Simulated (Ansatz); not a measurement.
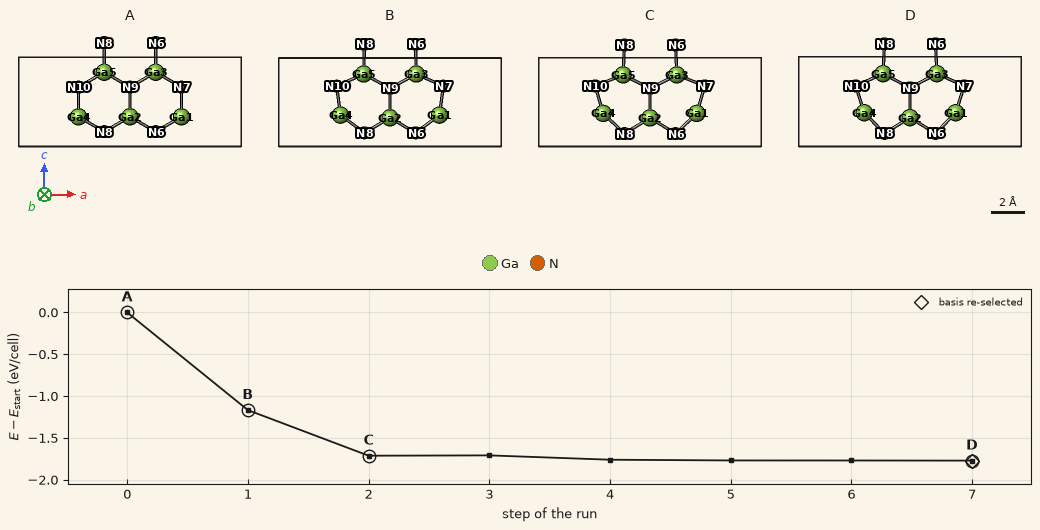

Frames of a relaxation of a wire of composition GaN, marked on the history of the run. A ball-and-stick model of the cell of the calculation, with the vacuum cut short, seen along the b axis.

Case: armchair ribbon, 5 formula units a period.

Theory: DFT PBEsol, scalar-relativistic, plane waves, PAW in Ansatz 0.2.0. (plane-wave cutoff 420 eV; k-point mesh 1 × 1 × 6; occupations gaussian; smearing width 0.05 eV; no spin polarisation; cell relaxed at fixed a, b, alpha, beta, gamma; force threshold 0.02 eV/Å; at most 45 steps)

> What happens along the run?

The energy falls by 1.770 eV per cell of the calculation in 6 accepted moves (7 points after the start). Largest force component: 2.4 eV/Å at the start, 0.0098 eV/Å at the end. At 1 point the geometry stayed and the basis and grid were re-selected for the new cell (energy shift of 1.7 meV per cell of the calculation at most each time). The largest moves relative to the layer's centre, 0.42 Å, are those of Ga1 and Ga4. Largest moves by element: Ga 0.42 Å, N 0.18 Å. Along the periodic axis the drawn cell goes c 5.512 → 5.542 Å (+0.5 %). Among the contacts that change: Ga1–N7 1.837 → 1.741 Å, Ga1–N6 1.837 → 1.787 Å, Ga3–N9 1.837 → 1.881 Å, Ga2–N6 1.837 → 1.855 Å. Among the angles between lasting bonds that change: N6–Ga1–N7 120.0° → 152.9°, Ga1–N7–Ga3 120.0° → 96.8°, Ga1–N6–Ga2 120.0° → 102.8°. From step 0 to 1: Ga atoms move most (0.17 Å), energy −1.166 eV per cell of the calculation. From step 1 to 2: Ga atoms move most (0.19 Å), energy −0.545 eV per cell of the calculation. From step 2 to 7: Ga atoms move most (0.07 Å), energy −58.8 meV per cell of the calculation.

```
step  E − E(0), meV/atom  largest force component, eV/Å                      note
   0                0.00                         2.3759                          
   1             -116.61                         1.5462                          
   2             -171.08                         0.5767                          
   3             -170.71                         0.7793                          
   4             -175.89                         0.3633                          
   5             -176.75                         0.0281                          
   6             -176.79                         0.0098                          
   7             -176.96                         0.0098  same geometry, new basis
```
